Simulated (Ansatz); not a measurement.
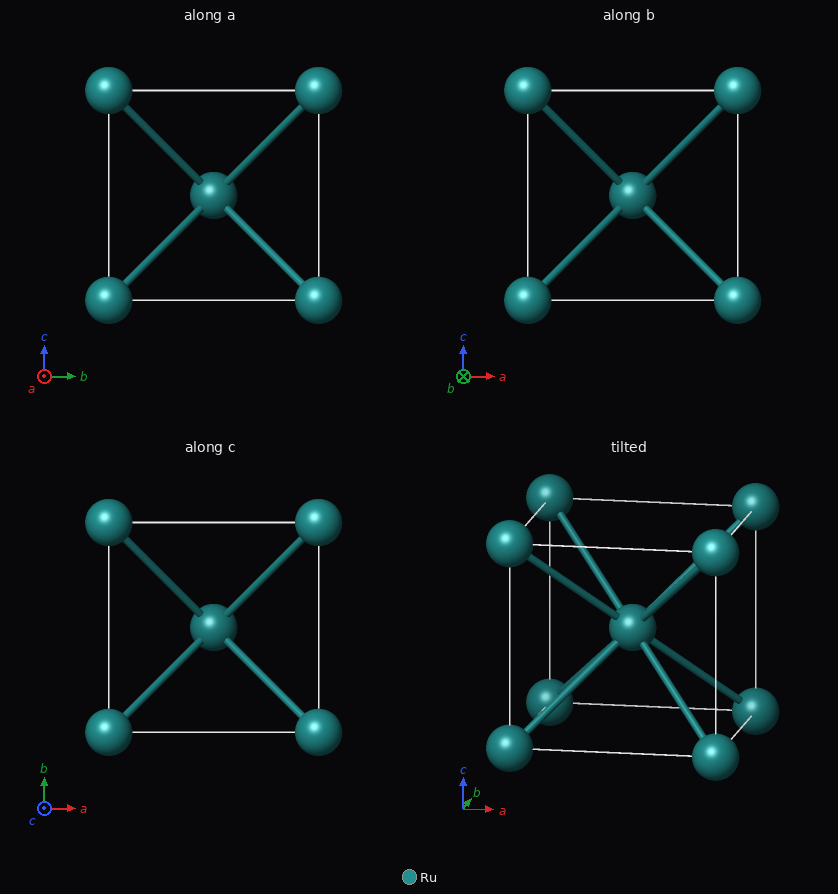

A ball-and-stick rendering, viewed along the a axis, along the b axis, along the c axis and slightly off an axis. The wireframe shows the conventional unit cell.

Lattice parameters: a = 2.9662 Å, b = 2.9662 Å, c = 2.9662 Å, α = 90.000°, β = 90.000°, γ = 90.000°.

Convert the drawing into a CIF in P1 with every atom of the cell.

```cif
data_structure
_symmetry_space_group_name_H-M 'P 1'
_symmetry_Int_Tables_number 1
_cell_length_a 2.9662
_cell_length_b 2.9662
_cell_length_c 2.9662
_cell_angle_alpha 90.000
_cell_angle_beta 90.000
_cell_angle_gamma 90.000
_cell_volume 26.10
loop_
_atom_site_label
_atom_site_type_symbol
_atom_site_fract_x
_atom_site_fract_y
_atom_site_fract_z
_atom_site_occupancy
Ru1 Ru 0.0000 0.0000 0.0000 1
Ru2 Ru 0.5000 0.5000 0.5000 1
```

Source of the structure: a structure type filled with this element by a generator (whether the element takes this form wasn't checked). The cell was then strained or its atoms displaced on purpose. It went into a calculation with Ansatz.

At this level of theory the cell isn't at rest (compressed, at 16 GPa), so its distances can differ from those at equilibrium, the more so the softer the solid.
